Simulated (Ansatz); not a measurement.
**Mg8O7: density, localisation and related maps**

The calculation's input:

```
crystal:
  lattice:
    - [-4.275172, 4.275081, 0.001177]
    - [0.0009, 4.274803, -4.274667]
    - [-4.275764, -0.00177, -4.275537]
  atoms:
    - { symbol: Mg, position: [0.0010498723, 0.9997291667, 0.498041063] }
    - { symbol: Mg, position: [0.0011322785, 0.5013607268, 0.4979618811] }
    - { symbol: Mg, position: [0.001033272, 0.9997299423, 0.9996872242] }
    - { symbol: Mg, position: [0.0001812218, 0.5005965048, 0.9988642089] }
    - { symbol: Mg, position: [0.5002447731, 0.0006138905, 0.4987053424] }
    - { symbol: Mg, position: [0.4993771824, 0.5014833981, 0.4978969905] }
    - { symbol: Mg, position: [0.4993960356, 0.9996541658, 0.9995784967] }
    - { symbol: Mg, position: [0.4992750085, 0.5014828482, 0.9997075034] }
    - { symbol: O, position: [0.2501163574, 0.7505865784, 0.7488595832] }
    - { symbol: O, position: [0.2501244409, 0.2506191521, 0.7488009577] }
    - { symbol: O, position: [0.2500900445, 0.7506617774, 0.2487962225] }
    - { symbol: O, position: [0.2501152524, 0.250584012, 0.2488134078] }
    - { symbol: O, position: [0.7500657981, 0.750602425, 0.7487882204] }
    - { symbol: O, position: [0.7500730798, 0.750614633, 0.2488017826] }
    - { symbol: O, position: [0.7499825186, 0.2507037489, 0.2488178522] }
basis:
  ecutwfc: 420
kpoints:
  mp_grid: { grid: [5, 5, 5] }
hamiltonian:
  xc: pbe
scf:
  occupations: { method: gaussian, width: 0.02 }
  n_extra_bands: 8
output:
  forces: true
  stress: true
  eigenvalues: true
  populations: true
  dos:
    method: { smearing: { sigma: 0.1, scheme: gaussian } }
    projected: true
    de: 0.02
  write_density: true
  write_potential: true
  elf: true
  volumetric_format: npy
```

Command:

```sh
ansatz run input.yaml --threads 4 --pin off --max-ram 9216MiB --backend cpu --events-out ev --progress --plain --runs-dir out
```

Below, planes, directions and counts refer to the conventional cell (a = 8.55 Å, b = 8.55 Å, c = 8.55 Å, α = 89.97°, β = 90.00°, γ = 89.98°).

Space group Fm-3m; a generated structure, not necessarily the stable one.

Theory: DFT PBE, scalar-relativistic, plane waves, PAW in Ansatz 0.2.0.

The density is the valence pseudo-density of a PAW calculation; it isn't the true density close to the nuclei.

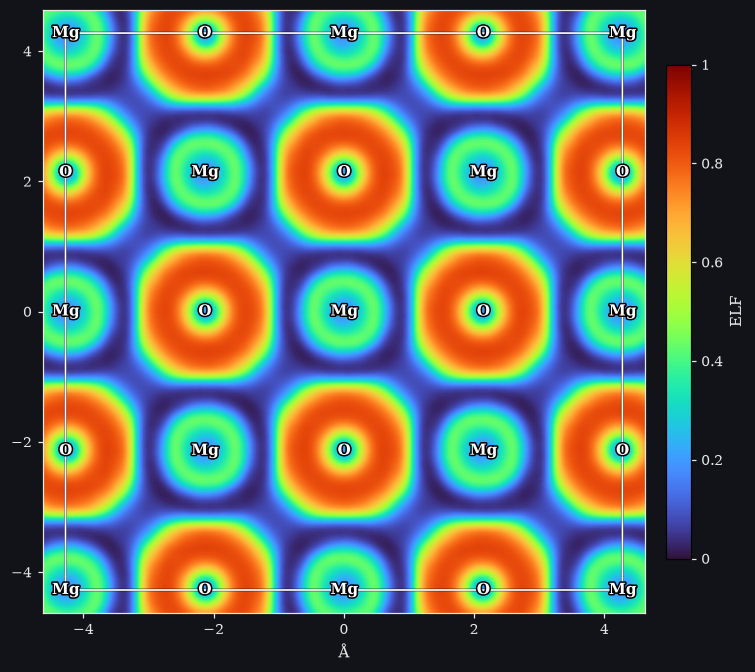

Figure 1. ELF on the (010) plane of the conventional cell.

**Interpret the plot.**

The section cuts through Mg and O sites. Mg–O (2.14 Å): the ELF peaks at about 0.85 in the valence shell of O, 0.6 Å from its nucleus, and is about 0.30 at the midpoint (a largely ionic contact).

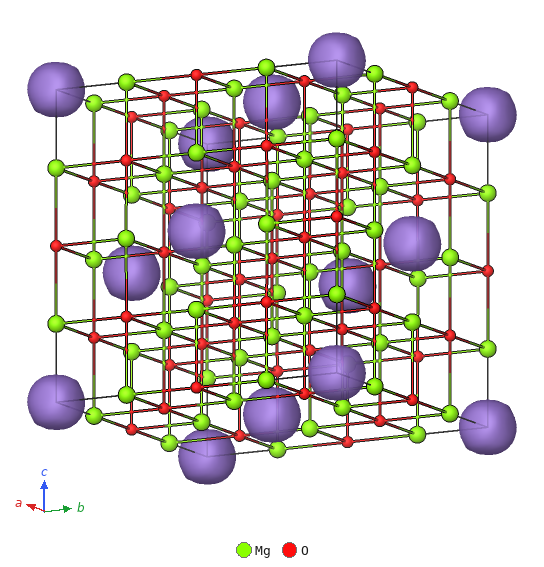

Figure 2. Isosurface of the electron localisation function at 0.9 (purple), seen at an oblique angle. Core shells and regions of very low density are left out. Sticks mark near contacts.

**Identify the bonds, lone pairs and shells in this picture.**

At this value the surface marks out four pockets between the atoms, centred on no nucleus (multi-centre or interstitial), counted in one cell of 60 atoms. Any copies at cell faces, edges or corners count once. Along the contacts the grid gives the following. Mg–O (2.13 Å): the ELF peaks at about 0.85 in the valence shell of O, 0.6 Å from its nucleus, and is about 0.35 at the midpoint: an ionic contact with no shared pair.

**Does the calculation give a band gap?**

It is gapped, with a Kohn–Sham gap of 2.4 eV on the k-point mesh, an upper bound to the gap of this method.
